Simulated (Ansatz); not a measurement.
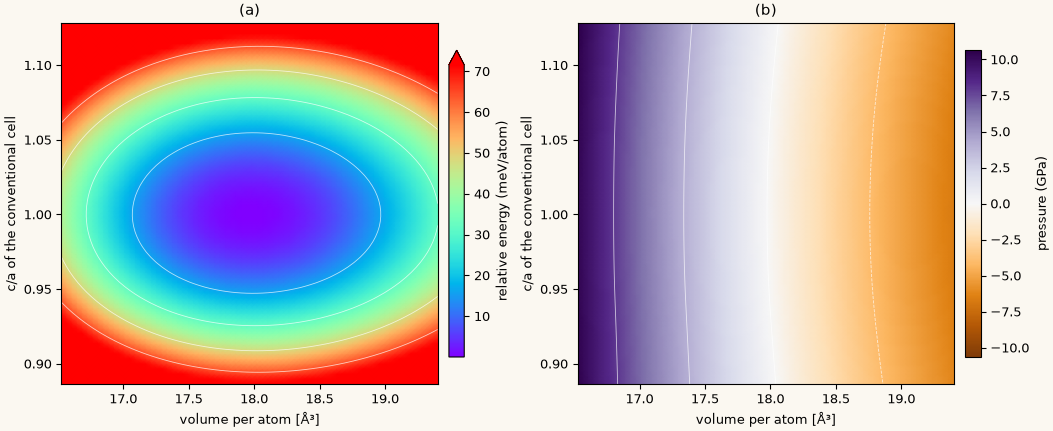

Si (Ia-3, No. 206; 8 atoms in the cell). The energy is mapped over volume and the cell's shape. First axis: volume per atom. Second axis: c/a of the conventional cell. Nothing is relaxed (fractional coordinates fixed). Grid: 11 × 11 points. Points are written as (first, second). Energies are in meV/atom, from the lowest grid point. Computed with Ansatz 0.2.0, DFT PBEsol, scalar-relativistic, plane waves, PAW. Settings: cutoff 420 eV, k-mesh 10×10×10, gaussian smearing 0.15 eV, no spin polarisation.

Panel (a) is the energy; panel (b) is the computed pressure, in GPa.

In the figure: a smooth colour map with a few white contour lines, one colour for all values above the top of the scale. Between grid points the surface is interpolated.

### How does the pressure vary over the map, and what is it at the lowest grid point?

It runs from −6.6 GPa at (19.402 Å³, 1.000) to 10.6 GPa at (16.528 Å³, 1.128). At the lowest grid point, (17.965 Å³, 1.000), it is 0.1 GPa. The pressure is minus the slope of the energy with volume, so it vanishes at the true minimum, which need not be a grid point.

| c/a of the conventional cell ↓, volume per atom → | 16.528 | 16.815 | 17.103 | 17.390 | 17.678 | 17.965 | 18.252 | 18.540 | 18.827 | 19.115 | 19.402 |
| --- | --- | --- | --- | --- | --- | --- | --- | --- | --- | --- | --- |
| 1.128 | 10.6 | 8.3 | 6.1 | 4.1 | 2.2 | 0.5 | −1.0 | −2.5 | −3.8 | −5.0 | −6.1 |
| 1.101 | 10.5 | 8.1 | 5.9 | 3.9 | 2.1 | 0.4 | −1.2 | −2.6 | −4.0 | −5.2 | −6.3 |
| 1.075 | 10.4 | 8.0 | 5.8 | 3.8 | 1.9 | 0.2 | −1.3 | −2.8 | −4.1 | −5.3 | −6.4 |
| 1.049 | 10.3 | 7.9 | 5.7 | 3.7 | 1.8 | 0.1 | −1.4 | −2.9 | −4.2 | −5.4 | −6.5 |
| 1.024 | 10.3 | 7.9 | 5.7 | 3.7 | 1.8 | 0.1 | −1.5 | −3.0 | −4.3 | −5.5 | −6.6 |
| 1.000 | 10.3 | 7.9 | 5.7 | 3.6 | 1.8 | 0.1 | −1.5 | −3.0 | −4.3 | −5.5 | −6.6 |
| 0.976 | 10.3 | 7.9 | 5.7 | 3.7 | 1.8 | 0.1 | −1.5 | −3.0 | −4.3 | −5.5 | −6.6 |
| 0.953 | 10.4 | 8.0 | 5.7 | 3.7 | 1.8 | 0.1 | −1.4 | −2.9 | −4.2 | −5.4 | −6.5 |
| 0.930 | 10.4 | 8.0 | 5.8 | 3.8 | 1.9 | 0.2 | −1.4 | −2.8 | −4.1 | −5.3 | −6.4 |
| 0.908 | 10.5 | 8.1 | 5.9 | 3.9 | 2.0 | 0.3 | −1.2 | −2.7 | −4.0 | −5.2 | −6.3 |
| 0.886 | 10.5 | 8.1 | 6.0 | 4.0 | 2.1 | 0.4 | −1.1 | −2.6 | −3.9 | −5.1 | −6.2 |

PAW datasets: the set soft_1.
